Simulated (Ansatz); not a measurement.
Take the following structure.

```yaml
crystal:
  lattice:
    - [3.85352, 0.00000, 0.00000]
    - [0.00000, 3.85352, 0.00000]
    - [0.00000, 0.00000, 9.48965]
  atoms:
    - { symbol: Ti, position: [0.00000, 0.00000, 0.00000] }
    - { symbol: Ti, position: [0.00000, 0.50000, 0.25000] }
    - { symbol: O, position: [0.00000, 0.50000, 0.45823] }
    - { symbol: O, position: [0.00000, 0.00000, 0.20823] }
    - { symbol: O, position: [0.00000, 0.50000, 0.04177] }
    - { symbol: O, position: [0.50000, 0.50000, 0.29177] }
    - { symbol: Ti, position: [0.50000, 0.50000, 0.50000] }
    - { symbol: Ti, position: [0.50000, 0.00000, 0.75000] }
    - { symbol: O, position: [0.50000, 0.00000, 0.95823] }
    - { symbol: O, position: [0.50000, 0.50000, 0.70823] }
    - { symbol: O, position: [0.50000, 0.00000, 0.54177] }
    - { symbol: O, position: [0.00000, 0.00000, 0.79177] }
```

Question: Say what kind of structure these coordinates give.

Answer: The formula is TiO2. It belongs to space group I4_1/amd (No. 141) and has a body-centred tetragonal lattice. The structure type is anatase. In the cell are 4 Ti, 8 O, which makes 4 formula units. Each Ti atom is coordinated by six O in a distorted octahedral arrangement at 1.97 to 1.98 Å. Every O atom has three Ti at 1.97 to 1.98 Å as neighbours. Not all metal-metal contacts are counted. The bonds build a three-dimensional framework.

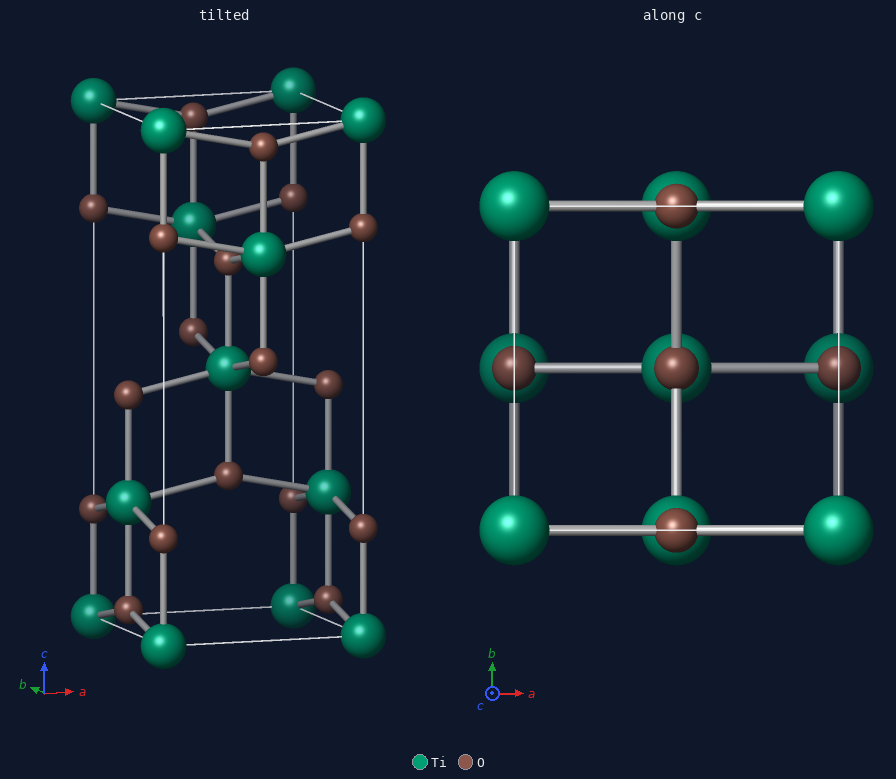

Crystal structure, ball-and-stick style, seen slightly off an axis and along the c axis. The conventional unit cell is outlined; an atom on or near a face, edge or corner is repeated at each equivalent position.

Source of the structure: a structure listed in the Materials Project. The cell was then strained or its atoms displaced on purpose. It went into a calculation with Ansatz.
